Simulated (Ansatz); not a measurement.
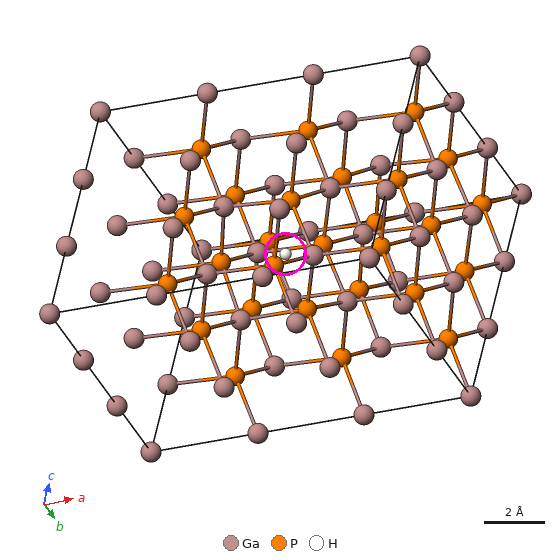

The figure gives a ball-and-stick picture of the atoms, viewed from a general direction. The parallelepiped is the supercell. The host is GaP, in a cell of 54 sites, and the cell carries a charge of +1. A ring marks the defect's site.

How does this supercell depart from the perfect host?

An interstitial hydrogen atom. It is bonded to no bonds drawn.

The atoms were relaxed in the host's cell with Ansatz, DFT PBE, scalar-relativistic, plane waves, PAW.
